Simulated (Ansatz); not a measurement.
Run report: AlNi₃, single-point calculation

System: AlNi₃ (P6₃/mmc, 8 atoms in the cell).
Method: DFT PBEsol, scalar-relativistic, plane waves, PAW, spin-polarised (Ansatz 0.2.0).

The structure derives from a Materials Project entry. Figures and captions count atoms from 1; the log counts them from 0 in places.

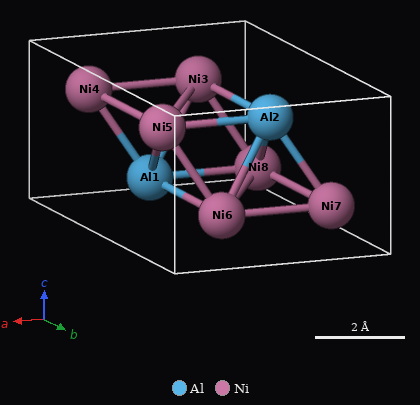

The structure (ball-and-stick view of the cell of the calculation, seen at an oblique angle; atoms are numbered from 1 in the order of the input). An atom can appear more than once, as a periodic image.

### Summary

| quantity | value |
| --- | --- |
| outcome | converged |
| space group (tolerance 0.01 Å) | P6₃/mmc (194) |
| electrons treated | 114 |
| free energy | −35882.4473 eV |
| Fermi energy | 16.371 eV |
| gap on the k-point mesh | none (metallic) |
| net moment of the cell | −0.85 μB |
| integrated absolute moment | 1.03 μB |
| pressure | 0.04 GPa |
| largest force (length of the vector) | 0.003 eV/Å |
| hardware | 2 threads of Intel Xeon @ 2.50GHz (Skylake/Cascade Lake), 189 GiB of memory available, shared host |
| wall time | 2.5 min (CPU time 4.6 min) |
| peak memory | 1.1 GiB |

### Input
```yaml
crystal:
  lattice:
    - [5.0041224591, 0.0, 0.0]
    - [-2.5020612296, 4.3336971733, 0.0]
    - [0.0, 0.0, 4.0263413734]
  atoms:
    - { symbol: Al, position: [0.6666666667, 0.3333333333, 0.25] }
    - { symbol: Al, position: [0.3333333333, 0.6666666667, 0.75] }
    - { symbol: Ni, position: [0.3287003697, 0.1643501848, 0.75], spin: -0.2 }
    - { symbol: Ni, position: [0.8356498152, 0.1643501848, 0.75], spin: -0.2 }
    - { symbol: Ni, position: [0.8356498152, 0.6712996303, 0.75], spin: -0.2 }
    - { symbol: Ni, position: [0.6712996303, 0.8356498152, 0.25], spin: -0.2 }
    - { symbol: Ni, position: [0.1643501848, 0.8356498152, 0.25], spin: -0.2 }
    - { symbol: Ni, position: [0.1643501848, 0.3287003697, 0.25], spin: -0.2 }
basis:
  ecutwfc: 420
kpoints:
  mp_grid: { grid: [12, 12, 10] }
hamiltonian:
  xc: pbesol
scf:
  occupations: { method: gaussian, width: 0.15 }
output:
  forces: true
  stress: true
  eigenvalues: true
  populations: true
magnetization:
  spin_polarized: true
```

Launch command:
```bash
ansatz run input.yaml --threads 2 --pin off --max-ram 5120MiB --backend cpu --events-out ev --progress --plain --runs-dir out
```

### Output
```
Engine: ansatz 0.2.0, x86_64-unknown-linux-gnu
Pseudopotentials: kind: paw
Pseudopotential: Al, paw, valence charge 3, recommended cutoff 420 eV (normal), Al.paw.azcp
Pseudopotential: Ni, paw, valence charge 18, recommended cutoff 420 eV (normal), Ni.paw.azcp
Functional definition: PBEsol
  exchange = pbesol_x
  correlation = pbesol_c
Crystal: 8 atoms, lattice volume = 87.317 Å³
Basis set: ecut = 420 eV, 1687 PW (Γ), exchange–correlation on 72×72×54 points (8 copies of the dense FFT grid, shifted against one another)
Bands: 70, of which v1, the nominal top of the filled ones, is band 57 counted from 1 (56 counted from 0)
Symmetry: 24 space group operations
Space group: P63/mmc (ITA 194), of the structure as read, at distance tolerance 4.4e-5 Å
Magnetic group: BNS 194.263 (UNI 1493), of the structure as read, at distance tolerance 4.4e-5 Å
k-points: 114 of 1440
Non-local potential: Al, projectors of the file, l = 0: 2, l = 1: 2, l = 2: 1
Non-local potential: Ni, projectors of the file, l = 0: 3, l = 1: 2, l = 2: 3, l = 3: 1
PAW form: soft (Blöchl's): semilocal exchange-correlation on the pseudo side does not see the compensation charge
PAW frozen core: Al, regenerated for the run's functional, and the local potential with it (the file was generated under x = pbe(κ = 0.804, μ = 0.2195149727645171), c = pbe(β = 0.06672455060314922))
PAW frozen core: Ni, regenerated for the run's functional, and the local potential with it (the file was generated under x = pbe(κ = 0.804, μ = 0.2195149727645171), c = pbe(β = 0.06672455060314922))
PAW one-centre angular grid: Al, 110 points (default); XC on 64 Gauss nodes
PAW one-centre angular grid: Ni, 590 points (default); XC on 64 Gauss nodes
Initial density: superposition of atomic densities (chi_scale 0.1, normalization cell)
Starting moments: Σ|m| = 1.2 μB on 6 of 8 sites
Initial wavefunctions: pseudopotential atomic-orbital guess
Functional: x = pbesol(κ = 0.804, μ = 0.12345679012345678), c = pbesol(β = 0.046)
SCF iter   1: F=—  HF=-35876.766323 eV  |F-HF|=—  |Δ(HF+E_count)|=         —  Δρ=6.06e-2 (↑6.06e-2 ↓4.02e-2)  dr2=5.03e0  dr2_m=9.21e-2  M=-1.375 μB ∫|m|=1.535 μB  β_m=0.30  ethr=3.10e-3  ⟨swp⟩=5.2  Hψ=54585  notcnv=0  defer=293
Mixer restart at iter 1: flushing history
preconditioner: auto → Kerker (q_TF=auto, 2.852 Å⁻¹)  [metal: Δε(μ)=0.004 eV  Ē_g=7.107 eV  σ=0.150 eV  W_gap=0.01  n_scr=26 (ndim 8)  ℏωp=32.3 eV  f_vac=0.000  D(μ)=8.66/eV (n_scr^D=118)]
spin=Collinear: Kerker preconditioning applied to the charge; magnetization (m = ρ↑ − ρ↓) channel mixes plain (no charge-response kernel on spin).
SCF iter   2: F=—  HF=-35875.454122 eV  |F-HF|=—  |Δ(HF+E_count)|=    1.31e0  Δρ=2.17e-2 (↑1.64e-2 ↓2.17e-2)  dr2=7.14e-1  dr2_m=4.74e-2  M=-1.342 μB ∫|m|=1.541 μB  β_m=0.29  ethr=3.10e-3  ⟨swp⟩=2.0  Hψ=26095  notcnv=0  defer=1071
SCF iter   3: F=—  HF=-35877.671847 eV  |F-HF|=—  |Δ(HF+E_count)|=    2.22e0  Δρ=1.83e-2 (↑1.40e-2 ↓1.83e-2)  dr2=7.23e-1  dr2_m=1.87e-2  M=-1.287 μB ∫|m|=1.498 μB  β_m=0.62  ethr=6.26e-4  ⟨swp⟩=2.8  Hψ=23382  notcnv=0  defer=1089
SCF iter   4: F=—  HF=-35881.994021 eV  |F-HF|=—  |Δ(HF+E_count)|=    4.32e0  Δρ=2.71e-2 (↑2.71e-2 ↓1.85e-2)  dr2=1.57e0  dr2_m=1.66e-2  M=-0.995 μB ∫|m|=1.216 μB  β_m=0.62  ethr=6.26e-4  ⟨swp⟩=2.0  Hψ=25166  notcnv=0  defer=1089
SCF iter   5: F=—  HF=-35882.276677 eV  |F-HF|=—  |Δ(HF+E_count)|=   2.83e-1  Δρ=4.16e-3 (↑4.16e-3 ↓4.10e-3)  dr2=9.99e-2  dr2_m=2.11e-3  M=-0.934 μB ∫|m|=1.118 μB  β_m=0.78  ethr=6.26e-4  ⟨swp⟩=2.0  Hψ=25852  notcnv=0  defer=1241
SCF iter   6: F=—  HF=-35882.425174 eV  |F-HF|=—  |Δ(HF+E_count)|=   1.48e-1  Δρ=5.01e-3 (↑5.01e-3 ↓4.39e-3)  dr2=3.96e-2  dr2_m=1.04e-4  M=-0.790 μB ∫|m|=0.960 μB  β_m=0.89  ethr=8.76e-5  ⟨swp⟩=2.0  Hψ=25350  notcnv=0  defer=1241
SCF iter   7: F=—  HF=-35882.445844 eV  |F-HF|=—  |Δ(HF+E_count)|=   2.07e-2  Δρ=2.20e-3 (↑2.20e-3 ↓1.56e-3)  dr2=7.60e-3  dr2_m=9.34e-5  M=-0.830 μB ∫|m|=1.007 μB  β_m=0.89  ethr=3.48e-5  ⟨swp⟩=2.6  Hψ=25649  notcnv=0  defer=1233
SCF iter   8: F=—  HF=-35882.447022 eV  |F-HF|=—  |Δ(HF+E_count)|=   1.18e-3  Δρ=9.22e-4 (↑9.22e-4 ↓5.33e-4)  dr2=1.29e-3  dr2_m=3.32e-5  M=-0.839 μB ∫|m|=1.019 μB  β_m=0.95  ethr=6.67e-6  ⟨swp⟩=2.1  Hψ=20050  notcnv=0  defer=1233
SCF iter   9: F=—  HF=-35882.447252 eV  |F-HF|=—  |Δ(HF+E_count)|=   2.29e-4  Δρ=1.32e-4 (↑1.32e-4 ↓3.47e-5)  dr2=7.35e-6  dr2_m=5.03e-6  M=-0.846 μB ∫|m|=1.028 μB  β_m=0.97  ethr=1.13e-6  ⟨swp⟩=2.0  Hψ=22195  notcnv=0  defer=1233
SCF iter  10: F=—  HF=-35882.447252 eV  |F-HF|=—  |Δ(HF+E_count)|=   9.40e-8  Δρ=8.06e-5 (↑8.06e-5 ↓1.74e-5)  dr2=5.10e-6  dr2_m=8.88e-7  M=-0.848 μB ∫|m|=1.030 μB  β_m=0.99  ethr=6.45e-9  ⟨swp⟩=2.1  Hψ=22809  notcnv=0  defer=1233
SCF iter  11: F=—  HF=-35882.447252 eV  |F-HF|=—  |Δ(HF+E_count)|=   7.11e-8  Δρ=1.59e-5 (↑1.59e-5 ↓9.05e-6)  dr2=3.55e-8  dr2_m=1.23e-7  M=-0.849 μB ∫|m|=1.031 μB  β_m=0.99  ethr=4.47e-9  ⟨swp⟩=2.0  Hψ=21788  notcnv=0  defer=1233
SCF iter  12: F=—  HF=-35882.447252 eV  |F-HF|=—  |Δ(HF+E_count)|=   1.07e-8  Δρ=9.64e-6 (↑9.64e-6 ↓4.03e-6)  dr2=1.12e-7  dr2_m=6.83e-9  M=-0.849 μB ∫|m|=1.032 μB  β_m=1.00  ethr=3.11e-11  ⟨swp⟩=2.2  Hψ=27008  notcnv=0  defer=1233
SCF iter  13: F=—  HF=-35882.447252 eV  |F-HF|=—  |Δ(HF+E_count)|=   1.32e-8  Δρ=2.04e-6 (↑2.04e-6 ↓1.45e-6)  dr2=7.72e-9  dr2_m=7.97e-11  M=-0.849 μB ∫|m|=1.032 μB  β_m=1.00  ethr=3.11e-11  ⟨swp⟩=2.2  Hψ=26903  notcnv=0  defer=1233
SCF iter  14: F=-35882.447252 eV  HF=-35882.447252 eV  |F-HF|=6.26e-10  |Δ(HF+E_count)|=   1.00e-9  Δρ=5.75e-7 (↑5.75e-7 ↓4.94e-7)  dr2=7.11e-10  dr2_m=1.55e-12  M=-0.849 μB ∫|m|=1.032 μB  ethr=6.77e-12  ⟨swp⟩=7.8  Hψ=59897  notcnv=0
SCF 1 converged in 14 iterations: F = -35882.447252 eV  dr2 = 7.11e-10
  greatest PAW one-centre occupation: 1.001 electrons in one spin orbital (limit 2), on the Ni atom at site 5 (counted from 0), in its partial waves of l = 1
```

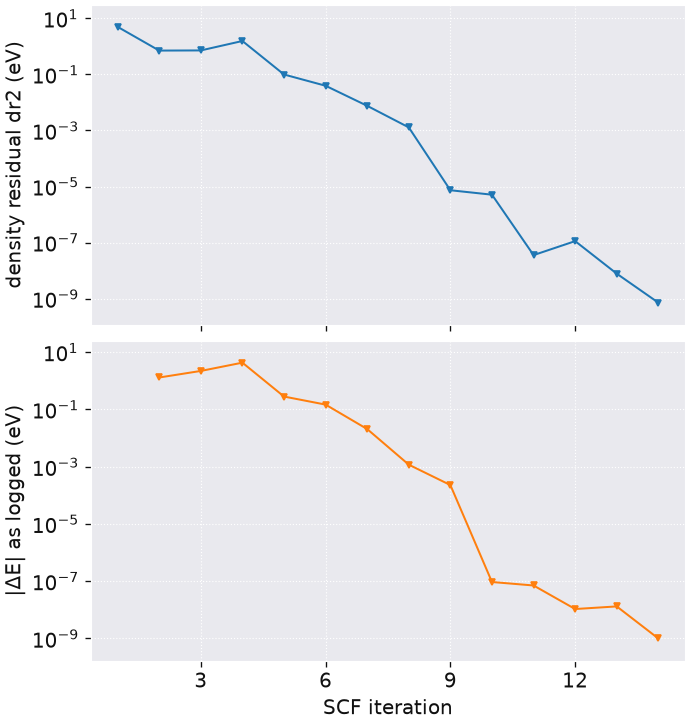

Convergence of the self-consistent field: density residual dr2 and size of the energy change against the SCF iteration. The residual falls unevenly and jumps up by a factor of two or more 2 times on the way down.

```
SCF converged after 14 iterations
Magnetization: -0.8490 μB (56.5755 up, 57.4245 down)
Absolute magnetization: 1.0328 μB (∫|ρ↑−ρ↓|, with the PAW one-centre terms)
Spin contamination: 0.0104 ħ² per cell (⟨S²⟩ above its minimum at these occupations)
Per-site moments (μB) at R_I (Å): [(0.00916126069205732, 1.0269541087109917), (0.009161260692057608, 1.0269541087109917), (-0.15536241055960412, 1.0172974178749528), (-0.15536241055960429, 1.0172974178749528), (-0.15536241055960387, 1.0172974178749528), (-0.15536241055960417, 1.0172974178749528), (-0.1553624105596047, 1.0172974178749528), (-0.155362410559604, 1.0172974178749528)]
Free energy (F): -35882.447252 eV
Harris-Foulkes:  -35882.447252 eV  (|F-HF|=6.26e-10)
Internal energy: -35882.349729 eV  (E = F + TS)
E sigma→0 (E₀):  -35882.398491 eV
Entropy (-TS):   -0.097522 eV (-12.190 meV/atom)
Fermi energy:    16.370689 eV
--- Per-component energies (eV) ---
  E_band       = -1804.726191
  E_kinetic    = 1761.036623
  E_local      = -23900.360819  (includes V_loc(G=0)·N_el)
  E_nonlocal   = 3841.717182
  E_hartree    = 10186.564124
  E_xc         = -592.440187
  E_vxc        = -723.156211  (∫ρ·V_xc dr)
  E_paw        = -10483.920187  (= ΣΔE_a)
  E_vpaw       = -3157.088647  (= ΣTr[D̂ρ^β])
  E_aug_tail   = 0.002814  (compensation charges beyond the density's cutoff)
  E_ewald      = -16696.171290
  E_core_change = 1.222011  (= ΣΔE_core)
  E_smearing   = -0.097522  (= −TS)
  E_closure    = -0.000000  (closes the sum)
  Σ components = -35882.447252   (vs F -35882.447252, Δ=0.00e0)
--- Forces (eV/Å), atoms counted from 1 ---
  atom   1  Al    -0.00000000    -0.00000000     0.00000000
  atom   2  Al     0.00000000     0.00000000     0.00000000
  atom   3  Ni     0.00296544     0.00171210     0.00000000
  atom   4  Ni    -0.00296544     0.00171210     0.00000000
  atom   5  Ni     0.00000000    -0.00342419     0.00000000
  atom   6  Ni    -0.00296544    -0.00171210     0.00000000
  atom   7  Ni     0.00296544    -0.00171210     0.00000000
  atom   8  Ni    -0.00000000     0.00342419     0.00000000
  max |Σ_I F_I| component: 4.34e-18 eV/Å
--- Stress (GPa, compression-positive) ---
        0.055288      -0.000000       0.000000
        0.000000       0.055288       0.000000
        0.000000       0.000000       0.020233
  P = ⅓ Tr σ = 0.0436 GPa (0.436 kbar)
--- Band table (eV; the first three rows and the last of 228) ---
  k-point 0 ↑: bands = ["-86.2370", "-86.2139", "-86.2139", "-86.2108", "-86.2010", "-86.2010", "-46.8685", "-46.8497", "-46.8205", "-46.8205", "-46.8122", "-46.8097", "-46.8097", "-46.8053", "-46.8053", "-46.7720", "-46.7280", "-46.7280", "-46.7138", "-46.7011", "-46.6852", "-46.6852", "-46.6844", "-46.6844", "6.0992", "10.7963", "12.2344", "12.2344", "12.4258", "12.4550", "12.5261", "12.7754", "12.7754", "13.1424", "13.1424", "13.3784", "13.3784", "14.1620", "14.2260", "14.3619", "14.5018", "14.5018", "14.7103", "14.7103", "14.8325", "15.3382", "15.3382", "15.4421", "15.4421", "15.6537", "15.6537", "15.7103", "15.7103", "16.1168", "16.3796", "16.4960", "16.5229", "17.2365", "17.2365", "17.4532", "18.4702", "18.4702", "20.4590", "22.9591", "24.0725", "24.0725", "24.1268", "24.1268", "25.4975", "25.4975"]
  k-point 1 ↑: bands = ["-86.2363", "-86.2136", "-86.2136", "-86.2114", "-86.2013", "-86.2013", "-46.8665", "-46.8496", "-46.8314", "-46.8314", "-46.8111", "-46.8089", "-46.8089", "-46.7963", "-46.7963", "-46.7706", "-46.7267", "-46.7267", "-46.7152", "-46.7045", "-46.6852", "-46.6852", "-46.6846", "-46.6846", "6.1952", "10.7341", "12.2684", "12.2684", "12.3101", "12.4560", "12.5277", "12.7595", "12.7595", "13.1630", "13.1630", "13.4111", "13.4111", "13.8866", "14.4042", "14.6116", "14.6116", "14.6132", "14.6178", "14.6945", "14.6945", "15.3220", "15.3220", "15.3824", "15.3824", "15.6964", "15.6964", "15.7111", "15.7111", "16.0653", "16.3653", "16.4479", "16.5199", "17.1597", "17.1597", "17.4739", "18.4151", "18.4151", "20.9577", "22.6487", "23.3762", "23.3762", "23.6224", "23.6224", "24.8671", "26.2764"]
  k-point 2 ↑: bands = ["-86.2345", "-86.2133", "-86.2127", "-86.2127", "-86.2023", "-86.2023", "-46.8613", "-46.8491", "-46.8427", "-46.8427", "-46.8181", "-46.8181", "-46.8071", "-46.7778", "-46.7778", "-46.7665", "-46.7241", "-46.7241", "-46.7194", "-46.7143", "-46.6854", "-46.6854", "-46.6850", "-46.6850", "6.4808", "10.5049", "11.9485", "12.2688", "12.3530", "12.3530", "12.7161", "12.7161", "12.7893", "13.2385", "13.2385", "13.5121", "13.5121", "13.7218", "14.2753", "14.5288", "14.6590", "14.6590", "14.9063", "14.9063", "15.0383", "15.2748", "15.2748", "15.2787", "15.2787", "15.7202", "15.7202", "15.7528", "15.7528", "15.9548", "16.2205", "16.4173", "16.5112", "16.9347", "16.9347", "17.4609", "18.2333", "18.2333", "22.0553", "22.1849", "22.4391", "22.4391", "22.7417", "22.7417", "23.8512", "27.4351"]
  k-point 113 ↓: bands = ["-86.4096", "-86.4096", "-86.4067", "-86.4067", "-86.4000", "-86.4000", "-47.0248", "-47.0248", "-47.0170", "-47.0170", "-47.0030", "-47.0030", "-46.9525", "-46.9525", "-46.9392", "-46.9392", "-46.9258", "-46.9258", "-46.9218", "-46.9218", "-46.9056", "-46.9056", "-46.8894", "-46.8894", "10.0696", "10.0696", "10.5813", "10.5813", "11.3504", "11.3504", "12.9453", "12.9453", "13.4299", "13.4299", "13.5312", "13.5312", "13.5920", "13.5920", "13.7697", "13.7697", "14.1742", "14.1742", "14.5220", "14.5220", "14.5795", "14.5795", "15.1107", "15.1107", "15.1192", "15.1192", "15.6134", "15.6134", "15.6378", "15.6378", "15.9034", "15.9034", "16.0593", "16.0593", "16.2788", "16.2788", "19.9443", "19.9443", "21.4136", "21.4136", "23.0231", "23.0231", "26.9071", "26.9071", "27.4500", "27.4500"]
--- Löwdin populations: 8 sites ---
  site symbol       q [e]    m [muB]
     0     Al      3.6250     0.0240
     1     Al      3.6250     0.0240
     2     Ni     17.6154    -0.1541
     3     Ni     17.6154    -0.1541
     4     Ni     17.6154    -0.1541
     5     Ni     17.6154    -0.1541
     6     Ni     17.6154    -0.1541
     7     Ni     17.6154    -0.1541
  spilling = 0.009276 (of n_electrons = 114.000000)
```

### File populations.tsv
```
# site	symbol	l	j	q_up	q_dn
# orbitals = lowdin
# n_electrons = 114.000000
# spilling = 0.009276
0	Al	0_3S	-	0.573874	0.570383
0	Al	1_3P	-	1.250625	1.230144
1	Al	0_3S	-	0.573874	0.570383
1	Al	1_3P	-	1.250625	1.230144
2	Ni	0_3S	-	0.993842	0.993795
2	Ni	0_4S	-	0.358582	0.356459
2	Ni	1_3P	-	2.997317	2.997280
2	Ni	2_3D	-	4.380893	4.537245
3	Ni	0_3S	-	0.993842	0.993795
3	Ni	0_4S	-	0.358582	0.356459
3	Ni	1_3P	-	2.997317	2.997280
3	Ni	2_3D	-	4.380893	4.537245
4	Ni	0_3S	-	0.993842	0.993795
4	Ni	0_4S	-	0.358582	0.356459
4	Ni	1_3P	-	2.997317	2.997280
4	Ni	2_3D	-	4.380893	4.537245
5	Ni	0_3S	-	0.993842	0.993795
5	Ni	0_4S	-	0.358582	0.356459
5	Ni	1_3P	-	2.997317	2.997280
5	Ni	2_3D	-	4.380893	4.537245
6	Ni	0_3S	-	0.993842	0.993795
6	Ni	0_4S	-	0.358582	0.356459
6	Ni	1_3P	-	2.997317	2.997280
6	Ni	2_3D	-	4.380893	4.537245
7	Ni	0_3S	-	0.993842	0.993795
7	Ni	0_4S	-	0.358582	0.356459
7	Ni	1_3P	-	2.997317	2.997280
7	Ni	2_3D	-	4.380893	4.537245
```

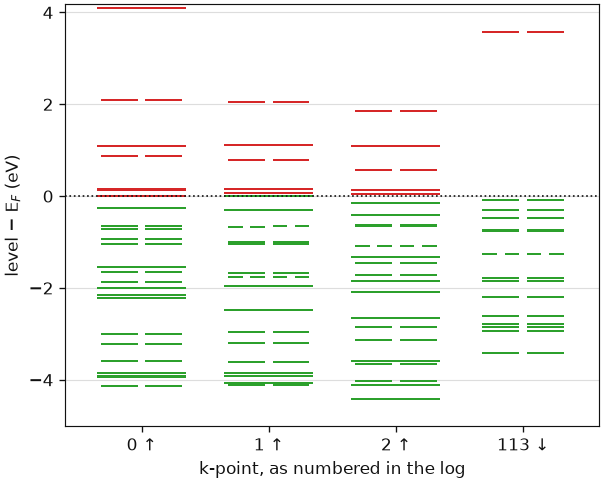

Kohn–Sham levels near the Fermi level (dotted) at the few k-points that the log prints; levels within 0.02 eV of each other stand side by side. The system is metallic on the full mesh.
